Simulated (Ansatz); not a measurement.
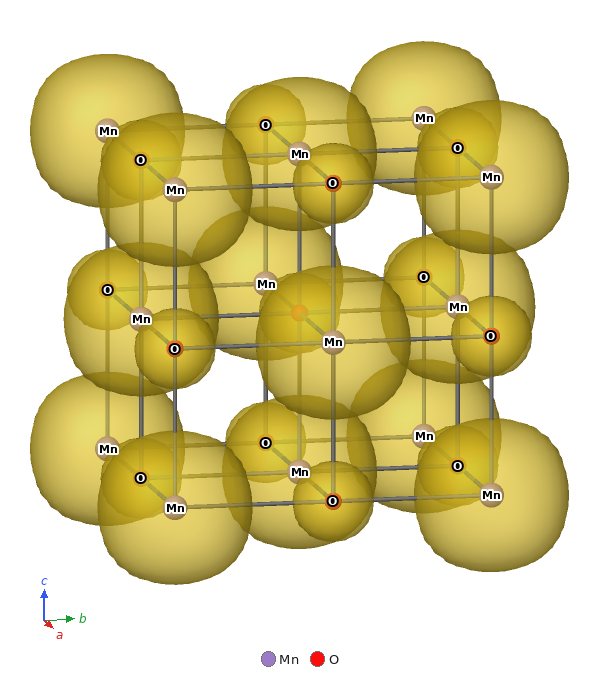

Figure. MnO. Isosurfaces of the spin density at +0.1 (yellow) and −0.1 e/Å³ (cyan), seen slightly off an axis. Sticks mark near contacts.

Space group Fm-3m; spin-polarised.

The calculation used Ansatz 0.2.0, Kohn-Sham DFT of a periodic cell, PBE, Ansatz PAW.

The density is the valence pseudo-density of a PAW calculation; it isn't the true density close to the nuclei.

> Describe the spin distribution.

The spin density sits on Mn: +4.1 μB (×4) in one cell of 8 atoms, with smaller moments on other sites: O (up to +0.24 μB): parallel moments, as they must be, since the calculation's own cell holds one magnetic site. The cell of the calculation (2 atoms) carries 4.8 μB of net spin moment. Only one sign reaches the isovalue.
